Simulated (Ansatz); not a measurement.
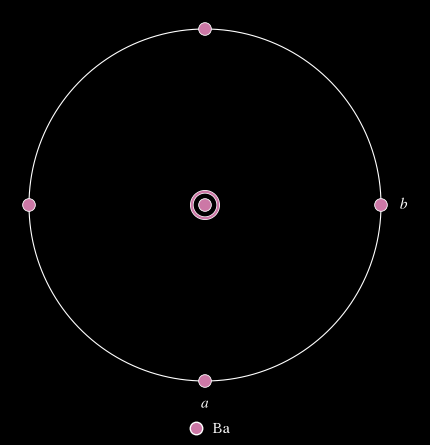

Directions from one oxygen atom at (1/2, 0, 0) to its bonded neighbours, in stereographic projection down c (filled: above the plane of the page or in it, open: below). Crystal: BaO, the geometry relaxed with DFT PBE, scalar-relativistic, plane waves, PAW (Ansatz). All values are computed from the atomic coordinates in the standard setting (tolerance 0.002 Å).

Neighbours are counted up to 3.43 Å for Ba.

```
CELL_PARAMETERS angstrom
5.57400 0.00000 0.00000
0.00000 5.57400 0.00000
0.00000 0.00000 5.57400
ATOMIC_POSITIONS crystal
Ba 0.00000 0.00000 0.00000
O 0.50000 0.00000 0.00000
Ba 0.00000 0.50000 0.50000
O 0.50000 0.50000 0.50000
Ba 0.50000 0.00000 0.50000
O 0.00000 0.00000 0.50000
Ba 0.50000 0.50000 0.00000
O 0.00000 0.50000 0.00000
```

**How many neighbours are there, and at what angles?**

6: 6 Ba at 2.79 Å. Angles between bonds: 90° (12×), 180° (3×).

**What is the site's symmetry in the crystal?**

Point group m-3m (Oh), order 48: three fourfold axes, four threefold axes, six twofold axes, nine mirror planes, an inversion centre. In Fm-3m, No. 225 this is Wyckoff position 4b.
